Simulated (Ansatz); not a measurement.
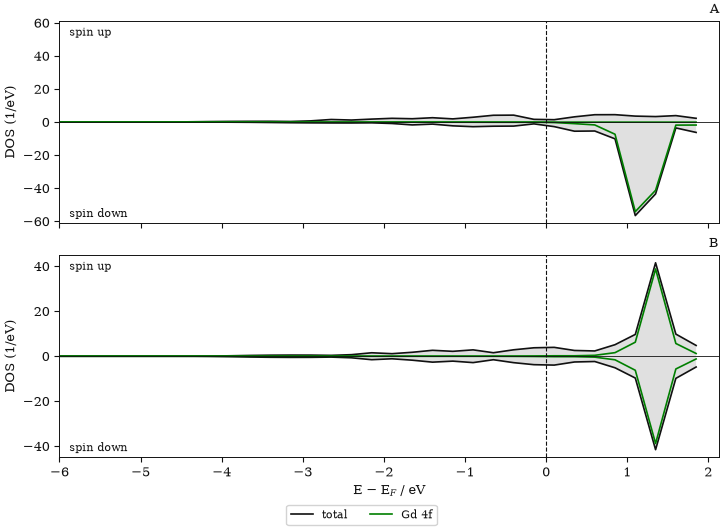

Spin-resolved densities of states of Gd, space group P1, 4 atoms in the cell, in two magnetic states on the same cell (spin down negative; each from its own Fermi level). Computed with Ansatz: DFT with PBE, PAW plane waves, U = 3.29 eV, J = 0.91 eV on Gd f, spin-polarised, 3×5×3 k mesh, 420 eV cutoff, Fermi-Dirac smearing of 0.1 eV.

Question: Which panel is which state: antiferromagnetic and ferromagnetic?

Answer: A is ferromagnetic (net moment 31.1 μB, local moments 31.1 μB in all, metal); B is antiferromagnetic (net moment 0.0 μB, local moments 30.2 μB in all, metal). Unequal spin channels mark a net moment; equal ones mean that moments cancel or are absent.

Question: Which of these states is lowest in energy?

Answer: The ferromagnetic one; the antiferromagnetic state lies 26 meV an atom higher. Other orders weren't compared here.

The atoms aren't at rest in this cell (largest force 0.5 eV/Å), so the relaxed material can differ. Spin-orbit coupling is left out, which matters for Gd.
